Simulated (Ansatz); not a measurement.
## Field-gradient calculation, with input and output: Rh

Rh (R-3m, 1 atom in the cell), computed with DFT, LDA, PAW with Ansatz's default frozen-core files, scalar-relativistic, no spin polarisation (Ansatz 0.2.0).

The structure derives from an entry of the Crystallography Open Database. It belongs to a series of runs on one base structure; here: equal xy, yz and zx shear strains of +2 %, PAW files. Figures and captions count atoms from 1; the log counts them from 0 in places.

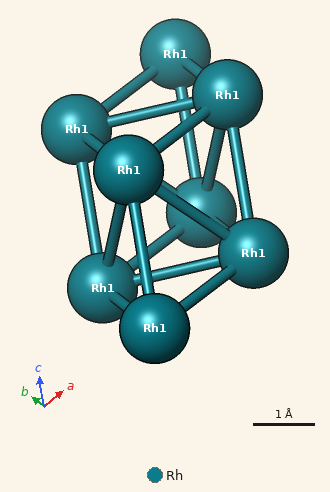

The input geometry (ball-and-stick view of the reduced cell, seen slightly off an axis; atoms are numbered from 1 in the order of the input). An atom can appear more than once, as a periodic image.

### The input
```yaml
crystal:
  lattice:
    - [0.038031, 1.9205655, 1.9205655]
    - [1.9205655, 0.038031, 1.9205655]
    - [1.9205655, 1.9205655, 0.038031]
  atoms:
    - { symbol: Rh, position: [0.0, 0.0, 0.0] }
kpoints:
  mp_grid: { grid: [16, 16, 16] }
scf:
  occupations: { method: fermi_dirac, width: 0.03 }
hamiltonian:
  xc: lda
  pseudopotentials: { kind: paw }
output:
  forces: true
  stress: true
  eigenvalues: true
  efg: { contact_densities: true }
  write_density: true
  write_potential: true
  elf: true
  volumetric_format: npy
```

Machine: 1 thread of Intel Xeon (Granite Rapids), 64 GiB of memory available, shared host.

Command:
```bash
ansatz run input.yaml --threads 1 --pin off --max-ram 3072MiB --backend cpu --events-out ev --progress --plain --runs-dir out
```

### Log
```
Rh: output.efg is read without spin–orbit coupling, which moves field gradients at and beside such atoms by some per cent and up to a factor of two; PAW files take it under magnetization.noncollinear and magnetization.spin_orbit
Engine: ansatz 0.2.0, x86_64-unknown-linux-gnu
Pseudopotentials: kind: paw
Pseudopotential: Rh, paw, valence charge 17, recommended cutoff 420 eV (normal), Rh.paw.azcp
Functional definition: SPW92
  exchange = slater_x
  correlation = pw_c
Crystal: 1 atoms, lattice volume = 13.748 Å³
Basis set: ecut = 420 eV, 271 PW (Γ)
Bands: 13, of which v1, the nominal top of the filled ones, is band 9 counted from 1 (8 counted from 0)
Symmetry: 12 space group operations
Space group: R-3m (ITA 166), of the structure as read, at distance tolerance 2.4e-5 Å
k-points: 417 of 4096
Non-local potential: Rh, projectors of the file, l = 0: 3, l = 1: 2, l = 2: 2, l = 3: 1
PAW form: soft (Blöchl's): semilocal exchange-correlation on the pseudo side does not see the compensation charge
PAW frozen core: Rh, regenerated for the run's functional, and the local potential with it (the file was generated under x = pbe(κ = 0.804, μ = 0.2195149727645171), c = pbe(β = 0.06672455060314922))
PAW one-centre angular grid: Rh, 590 points (default); XC on 64 Gauss nodes
Initial density: superposition of atomic densities (neutral atoms: chi_scale 0, normalization atom), corrected by the library's trained network
Initial wavefunctions: pseudopotential atomic-orbital guess
Functional: x = slater, c = lda
SCF iter   1: F=—  HF=-6278.624013 eV  |F-HF|=—  |Δ(HF+E_count)|=         —  Δρ=1.09e-2  dr2=9.15e-3  ethr=1.77e-3  ⟨swp⟩=5.0  Hψ=30085  notcnv=0
preconditioner: auto → none  [metal: Δε(μ)=0.002 eV  Ē_g=13.973 eV  σ=0.030 eV  W_gap=0.02  n_scr=2 (ndim 8)  ℏωp=30.0 eV  f_vac=0.000  D(μ)=1.49/eV (n_scr^D=14)  sad-step TF]
SCF iter   2: F=—  HF=-6278.621932 eV  |F-HF|=—  |Δ(HF+E_count)|=   2.08e-3  Δρ=4.88e-3  dr2=1.20e-3  ethr=5.38e-5  ⟨swp⟩=2.1  Hψ=10756  notcnv=0  defer=23
SCF iter   3: F=—  HF=-6278.621409 eV  |F-HF|=—  |Δ(HF+E_count)|=   5.24e-4  Δρ=9.91e-4  dr2=2.57e-5  ethr=7.09e-6  ⟨swp⟩=2.2  Hψ=6768  notcnv=0  defer=23
SCF iter   4: F=—  HF=-6278.621396 eV  |F-HF|=—  |Δ(HF+E_count)|=   1.29e-5  Δρ=1.45e-4  dr2=1.27e-6  ethr=1.51e-7  ⟨swp⟩=2.1  Hψ=7832  notcnv=0  defer=23
iter 5 did not close the SCF: its close was put off for the readings that it lacked (scf_convergence_deferred on its scf_iter line)
SCF iter   5: F=-6278.621395 eV  HF=-6278.621395 eV  |F-HF|=7.08e-9  |Δ(HF+E_count)|=   3.21e-7  Δρ=2.55e-5  dr2=2.15e-8  ethr=7.48e-9  ⟨swp⟩=2.5  Hψ=8802  notcnv=0  defer=23
SCF iter   6: F=-6278.621395 eV  HF=-6278.621395 eV  |F-HF|=6.73e-11  |Δ(HF+E_count)|=   3.39e-9  Δρ=2.63e-6  dr2=4.93e-10  ethr=1.27e-10  ⟨swp⟩=5.8  Hψ=28266  notcnv=0
SCF 1 converged in 6 iterations: F = -6278.621395 eV  dr2 = 4.93e-10
  greatest PAW one-centre occupation: 1.000 electrons in one spin orbital (limit 2), on the Rh atom at site 0 (counted from 0), in its partial waves of l = 0
SCF converged after 6 iterations
Free energy (F): -6278.621395 eV
Harris-Foulkes:  -6278.621395 eV  (|F-HF|=6.73e-11)
Internal energy: -6278.617000 eV  (E = F + TS)
E sigma→0 (E₀):  -6278.619198 eV
Entropy (-TS):   -0.004396 eV (-4.396 meV/atom)
Fermi energy:    22.060576 eV
--- Per-component energies (eV) ---
  E_band       = -90.070297
  E_kinetic    = 573.325346
  E_local      = -1568.475586  (includes V_loc(G=0)·N_el)
  E_nonlocal   = 360.217117
  E_hartree    = 548.504488
  E_xc         = -220.631536
  E_vxc        = -278.179183  (∫ρ·V_xc dr)
  E_paw        = -3463.785068  (= ΣΔE_a)
  E_vpaw       = -273.968797  (= ΣTr[D̂ρ^β])
  E_aug_tail   = 0.000741  (compensation charges beyond the density's cutoff)
  E_ewald      = -2508.394984
  E_core_change = 0.622482  (= ΣΔE_core)
  E_smearing   = -0.004396  (= −TS)
  E_closure    = 0.000000  (closes the sum)
  Σ components = -6278.621395   (vs F -6278.621395, Δ=0.00e0)
--- Forces (eV/Å), atoms counted from 1 ---
  atom   1  Rh     0.00000000    -0.00000000    -0.00000000
  max |Σ_I F_I| component: 3.29e-32 eV/Å
--- Stress (GPa, compression-positive) ---
      -10.821013      -3.716438      -3.716438
       -3.716438     -10.821013      -3.716438
       -3.716438      -3.716438     -10.821013
  P = ⅓ Tr σ = -10.8210 GPa (-108.210 kbar)
--- PAW observables at the nuclei: V_zz in 10²¹ V/m², potentials from the cell's mean, atoms counted from 1 ---
  atom   1  Rh V_zz =    +0.038304   η = 0.0000   by run symmetry: allowed
            electrostatic potential = -7029.681465 V   contact ρ = 786617.430985 e/Å³
--- Band table (eV; the first three rows and the last of 417) ---
  k-point 0: bands = ["-56.6615", "-24.1947", "-24.1828", "-24.1828", "14.0134", "18.7186", "19.0681", "19.0681", "21.1008", "21.1008", "37.8408", "42.5439", "43.4548"]
  k-point 1: bands = ["-56.6570", "-24.2144", "-24.1968", "-24.1874", "14.1737", "18.7683", "19.0057", "19.1420", "21.0590", "21.0613", "38.0765", "42.3915", "43.0158"]
  k-point 2: bands = ["-56.6442", "-24.2992", "-24.2076", "-24.2006", "14.6277", "18.7640", "18.9883", "19.3328", "20.9733", "20.9798", "38.6898", "40.8542", "43.5906"]
  k-point 416: bands = ["-56.5616", "-24.8805", "-24.2690", "-24.2690", "15.8790", "18.9359", "18.9359", "22.4543", "22.5944", "22.5944", "30.1656", "37.6446", "43.3728"]
```

### File rho_z.tsv
```
# z_ang	rho[e/angstrom^3]
# format = ansatz-planar-average/11
# lattice	0.038031000	1.920565500	1.920565500
# lattice	1.920565500	0.038031000	1.920565500
# lattice	1.920565500	1.920565500	0.038031000
# sites	1
# site	45	0.000000000	0.000000000	0.000000000
0.000000	2.496546e0
0.135818	2.414193e0
0.271636	2.179225e0
0.407453	1.830681e0
0.543271	1.433693e0
0.679089	1.057601e0
0.814907	7.498212e-1
0.950725	5.332084e-1
1.086542	4.068718e-1
1.222360	3.472580e-1
1.358178	3.301148e-1
1.493996	3.472580e-1
1.629814	4.068718e-1
1.765631	5.332084e-1
1.901449	7.498212e-1
2.037267	1.057601e0
2.173085	1.433693e0
2.308903	1.830681e0
2.444720	2.179225e0
2.580538	2.414193e0
```

### File v_z.tsv
```
# z_ang	v_es[eV]	v_tot[eV]
# format = ansatz-planar-average/11
# xc	lda
# density_cutoff_ev	1680
# datasets	Rh=:simpson_from_first_knot:soft:shift=-1665270
# lattice	0.038031000	1.920565500	1.920565500
# lattice	1.920565500	0.038031000	1.920565500
# lattice	1.920565500	1.920565500	0.038031000
# sites	1
# site	45	0.000000000	0.000000000	0.000000000
0.000000	-4.012642e0	-2.096363e1
0.135818	-3.372914e0	-2.018561e1
0.271636	-1.512804e0	-1.792203e1
0.407453	1.401562e0	-1.437391e1
0.543271	5.113173e0	-9.857037e0
0.679089	9.263919e0	-4.808810e0
0.814907	1.339304e1	2.185280e-1
0.950725	1.699193e1	4.623618e0
1.086542	1.962971e1	7.893755e0
1.222360	2.111089e1	9.774610e0
1.358178	2.155315e1	1.035297e1
1.493996	2.111089e1	9.774610e0
1.629814	1.962971e1	7.893755e0
1.765631	1.699193e1	4.623618e0
1.901449	1.339304e1	2.185280e-1
2.037267	9.263919e0	-4.808810e0
2.173085	5.113173e0	-9.857037e0
2.308903	1.401562e0	-1.437391e1
2.444720	-1.512804e0	-1.792203e1
2.580538	-3.372914e0	-2.018561e1
```

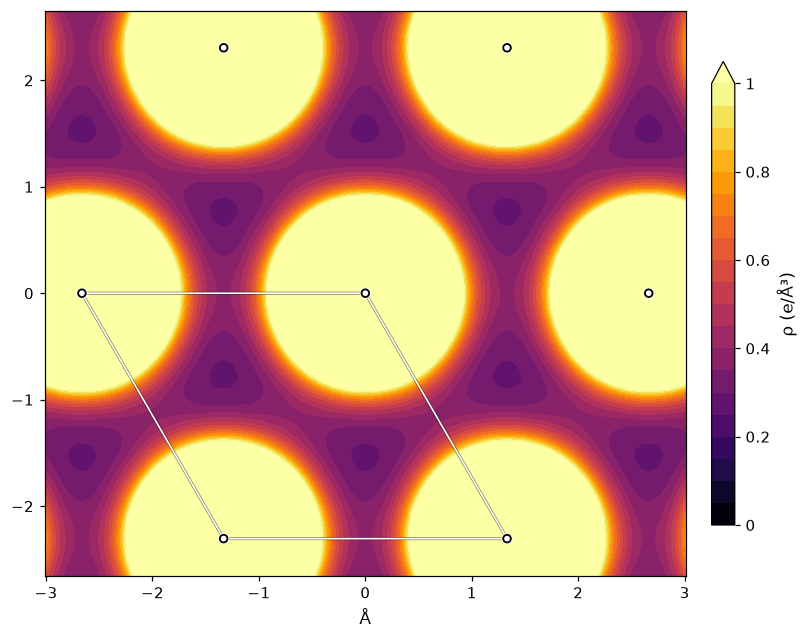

Valence pseudo-density on the (001) plane of the conventional cell. Circles mark the nuclei in the plane (Rh). The section cuts through Rh sites. Rh–Rh (2.66 Å): ρ is about 0.39 e/Å³ halfway. Away from the nuclei the density in this plane falls to 0.29 e/Å³ at its lowest. The fields are those of the smooth PAW valence density.

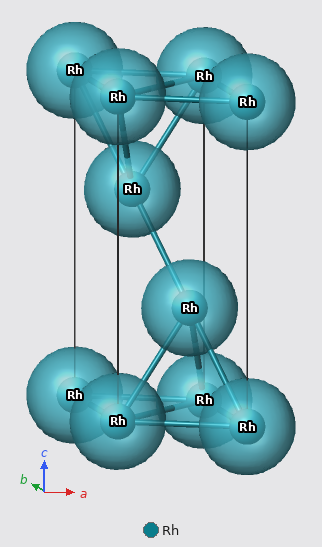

Isosurface of the valence charge density (pseudo) at 0.8 e/Å³ (cyan), seen slightly off an axis. Sticks mark near contacts. The outline is the cell set on symmetry axes. At this value the density breaks into separate islands; it holds about 80 % of the electrons treated as valence (semicore included). It is pinched off along the Rh–Rh (2.66 Å) and Rh–Rh (2.72 Å) contacts. On the grid the lowest density along these lines, outside the cores, is 0.39 e/Å³ (Rh–Rh, 2.66 Å) and 0.35 e/Å³ (Rh–Rh, 2.72 Å).

### Summary

| quantity | value |
| --- | --- |
| outcome | converged |
| space group (tolerance 0.01 Å) | R-3m (166) |
| electrons treated | 17 |
| free energy | −6278.6214 eV |
| Fermi energy | 22.061 eV |
| pressure | −10.82 GPa |
| field gradient V_zz (10²¹ V/m²) | Rh 0.0383 |
| largest force (length of the vector) | under 0.001 eV/Å |
| wall time | 3.6 s |
| peak memory | 0.44 GiB |

### Remarks

The program warns: the field gradients leave out spin–orbit coupling. The cell is under a tension of 10.8 GPa at this level, so it is not at its equilibrium volume.
